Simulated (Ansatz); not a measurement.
TiAl (interface cell)

Input file:

```
crystal:
  lattice:
    - [4.5061138822, 0.0, 0.0]
    - [-2.2530569411, 3.9024090943, 0.0]
    - [0.0, 0.0, 11.0376797342]
  atoms:
    - { symbol: Ti, position: [0.3333333333, 0.6666666667, 0.0833333333] }
    - { symbol: Ti, position: [1.0, 0.0, 0.25] }
    - { symbol: Ti, position: [0.6666666667, 0.3333333333, 0.4166666667] }
    - { symbol: Al, position: [0.0, 0.0, 0.0] }
    - { symbol: Al, position: [0.6666666667, 0.3333333333, 0.1666666667] }
    - { symbol: Al, position: [0.3333333333, 0.6666666667, 0.3333333333] }
    - { symbol: Al, position: [0.3333333333, 0.6666666667, 0.5833333333] }
    - { symbol: Al, position: [1.0, 0.0, 0.75] }
    - { symbol: Al, position: [0.6666666667, 0.3333333333, 0.9166666667] }
    - { symbol: Ti, position: [1.0, 1.0, 0.5] }
    - { symbol: Ti, position: [0.6666666667, 0.3333333333, 0.6666666667] }
    - { symbol: Ti, position: [0.3333333333, 0.6666666667, 0.8333333333] }
basis:
  ecutwfc: 420
kpoints:
  mp_grid: { grid: [12, 12, 3] }
hamiltonian:
  xc: pbe
scf:
  occupations: { method: gaussian, width: 0.1 }
output:
  forces: true
  stress: true
  eigenvalues: true
  populations: true
  write_density: true
  write_potential: true
  elf: true
  volumetric_format: npy
relax:
  adjacent_minimum: "off"
  f_tol: 0.02
  max_steps: 45
  cell: { fix: [a, b, alpha, beta, gamma], stress_tol: 0.1 }
```

Run with:

```sh
ansatz run input.yaml --threads 2 --pin off --max-ram 5120MiB --backend cpu --events-out ev --progress --plain --runs-dir out
```

The fields are those of the run's last geometry, not of the input's.

Computed without spin polarisation.

All numbers below come from DFT PBE, scalar-relativistic, plane waves, PAW in Ansatz.

**What will maps of the valence pseudo-density and electron localisation function show?**

Ti–Al (2.79 Å): ρ is about 0.2 e/Å³ halfway; the ELF is about 0.35 at the midpoint.
Al–Al (2.80 Å): the density is about 0.19 e/Å³ at the midpoint; the ELF is about 0.55 at the midpoint.
Ti–Ti (2.80 Å): ρ is about 0.19 e/Å³ halfway; the ELF is about 0.15 at the midpoint (no localised pair shows between them).

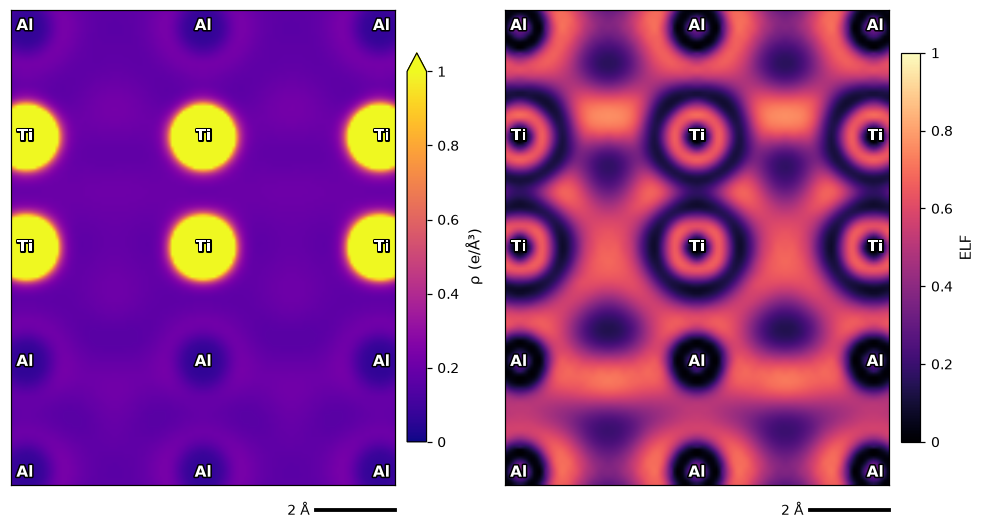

Computed valence pseudo-density and electron localisation function on the (100) plane of the calculation cell, in this order. 

Core electrons are frozen (PAW), and the valence fields are smoothed inside the atomic spheres.
